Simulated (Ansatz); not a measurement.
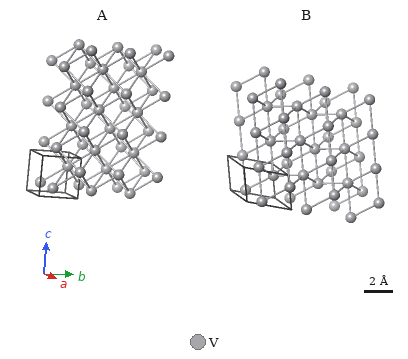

Two geometries of crystalline V (built on the Bi_12 type) (coarse preliminary run), drawn at one scale. One is the start of a relaxation, the other its converged end. The picture is a ball-and-stick view of the cell of the calculation, repeated 2 × 3 × 4 with one cell outlined, seen slightly off an axis.

These are results of Ansatz, DFT PBE, scalar-relativistic, plane waves, PAW, not measurements. Settings: plane-wave cutoff 420 eV; k-point mesh 6 × 6 × 8; occupations gaussian; smearing width 0.1 eV; no spin polarisation; cell and atoms relaxed; force threshold 0.04 eV/Å; at most 70 steps.

Which of the two is the end point?

Answer. Structure A is the relaxed one. Case: Bi type (C2/m, No. 12). After 13 accepted moves (15 points after the start) the energy has fallen by 0.933 eV per cell of the calculation. The largest force component goes from 0.73 to under 0.0001 eV/Å. The pressure goes from −0.20 to 0.03 GPa. The SCF was repeated twice at an unchanged geometry on a basis and grid sized afresh for the cell, which shifted the energy by 55.3 meV per cell of the calculation at most. The largest moves relative to the cell, 0.30 Å, are those of V atoms. The drawn cell changes as follows: a = b 3.456 → 3.006 Å (−13.0 %), c 2.521 → 2.980 Å (+18.2 %), α 104.9° → 90.8°, β 104.9° → 90.8°, γ 85.0° → 92.3°; the volume changes by −4.3 %. Among the contacts that change: V–V 3.591 → 2.584 Å, V–V 2.521 → 2.980 Å, V–V 3.456 → 3.006 Å, V–V 2.933 → 2.631 Å. New bonds form: V–V (3.59 → 2.58 Å). Bond angles that change, for instance: V–V–V 144.6° → 111.0°, V–V–V 156.1° → 180.0°, V–V–V 90.6° → 71.1°. The space group stays C2/m (No. 12). The run took of the order of 17 core-seconds on a shared host.
